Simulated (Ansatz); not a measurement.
The compound is AlO₂ (space group R-3m, No. 166), taken as the geometry relaxed with DFT PBE, scalar-relativistic, plane waves, PAW in Ansatz; the starting structure was generated, so it need not be a known form of this composition.

```xyz
9
Lattice="2.9279 0.0000 0.0000 -1.4639 2.5356 0.0000 0.0000 0.0000 13.8950" Properties=species:S:1:pos:R:3 pbc="T T T"
Al    0.0000    0.0000    0.0000
O     0.0000    1.6904   13.0018
O     0.0000    0.0000   10.1565
Al    1.4639    0.8452    4.6317
O     0.0000    0.0000    3.7385
O     1.4639    0.8452    0.8932
Al    0.0000    1.6904    9.2633
O     1.4639    0.8452    8.3701
O     0.0000    1.6904    5.5249
```

Describe the stacking along c, with columns A (0, 0), B (1/3, 2/3), C (2/3, 1/3) of the hexagonal mesh.

Al(A) – O(C) – O(A) – Al(C) – O(B) – O(C) – Al(B) – O(A) – O(B) (nine layers in 13.90 Å).

O layers alone: CABCAB, the cubic type.

Al: three octahedral sites, counted in one hexagonal cell. Three of the six gaps between O layers are empty, 2.85 Å wide.

Polytype symbol 3R, the symbol of a layered MX2 polytype (number of slabs in the repeat and lattice).

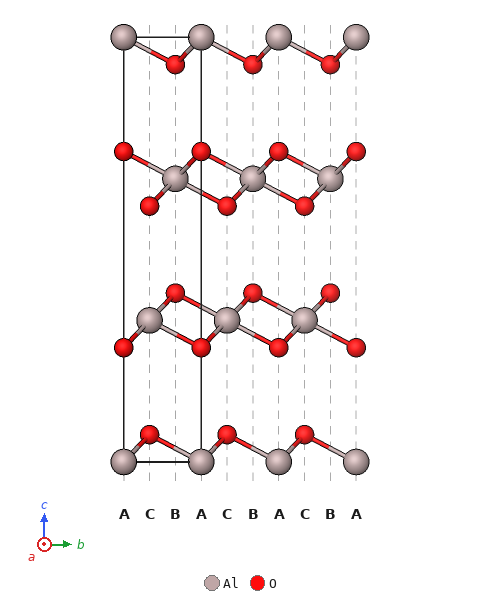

The picture looks along a close-packed row of the hexagonal mesh; c points upwards. The dashed lines mark the three columns A (0, 0), B (1/3, 2/3) and C (2/3, 1/3). The sequence starts with the first layer at or above the cell's origin.
